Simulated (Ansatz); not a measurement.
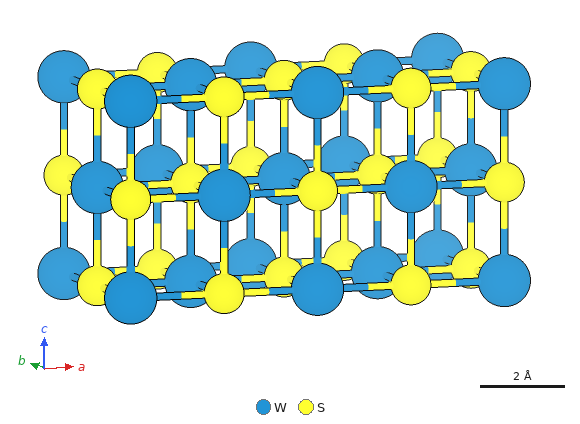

Starting structure of solid WS (built on the rock salt type) (coarse preliminary run). The picture is a ball-and-stick view of the conventional cell (4 times the calculation's cell), repeated 2 × 1 × 1 with one cell outlined, seen slightly off an axis. Lengths and directions refer to the drawn axes.

These are results of DFT PBE, scalar-relativistic, plane waves, PAW in Ansatz, not measurements.

Input
```yaml
crystal:
  lattice:
    - [0.0, 2.3861270888, 2.3861270888]
    - [2.3861270888, 0.0, 2.3861270888]
    - [2.3861270888, 2.3861270888, 0.0]
  atoms:
    - { symbol: W, position: [0.0, 0.0, 0.0] }
    - { symbol: S, position: [0.5, 0.5, 0.5] }
basis:
  ecutwfc: 420
kpoints:
  mp_grid: { grid: [8, 8, 8] }
hamiltonian:
  xc: pbe
scf:
  occupations: { method: gaussian, width: 0.1 }
output:
  forces: true
  stress: true
  eigenvalues: true
relax:
  adjacent_minimum: "off"
  f_tol: 0.05
  max_steps: 80
  cell: { stress_tol: 0.5 }
```

Launched with:
```bash
ansatz run input.yaml --threads 1 --pin off --max-ram 2560MiB --backend cpu --events-out ev --progress --plain --runs-dir out
```

Predict the outcome.

No atom moves by more than 0.005 Å relative to the cell. Cell: a = b = c 4.772 → 4.954 Å (+3.8 %). Volume +11.9 %. Near-neighbour distances that change, for instance: W1–S2 2.386 → 2.477 Å. The space group stays Fm-3m (No. 225). Over 2 accepted moves (3 points after the start) the energy falls by 0.251 eV per cell of the calculation. All forces vanish by symmetry, so only the cell relaxes. Pressure: 27.96 GPa at the start and −0.20 GPa at the end. The SCF was repeated once at an unchanged geometry on a basis and grid sized afresh for the cell, which shifted the energy by 1.0 meV per cell of the calculation at most. Cost: 7.3 s on 1 thread of Intel(R) Xeon(R) Processor @ 2.50GHz (Skylake/Cascade Lake), with other jobs on the host, peak memory 0.32 GiB.

Step by step:

```
step  E − E(0), meV/atom  pressure, GPa  volume, Å³/atom                      note
   0                0.00          27.96           13.586                          
   1             -124.65          -1.13           15.273                          
   2             -124.98          -0.21           15.200                          
   3             -125.48          -0.20           15.200  same geometry, new basis
```

Final geometry:

```xyz
2
Lattice="0.0000 2.4771 2.4771 2.4771 0.0000 2.4771 2.4771 2.4771 0.0000" Properties=species:S:1:pos:R:3 pbc="T T T"
W     0.0000    0.0000    0.0000
S     2.4771    2.4771    2.4771
```

The end point in the same view:

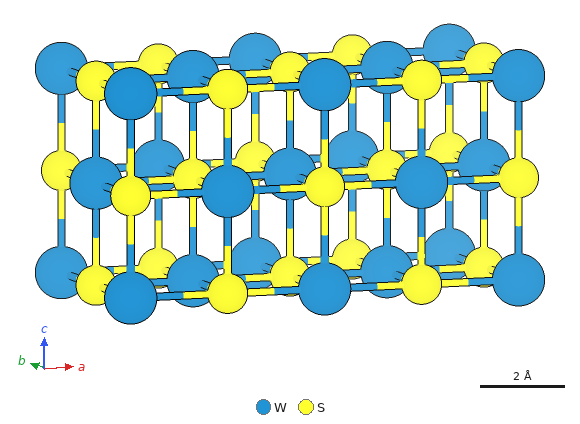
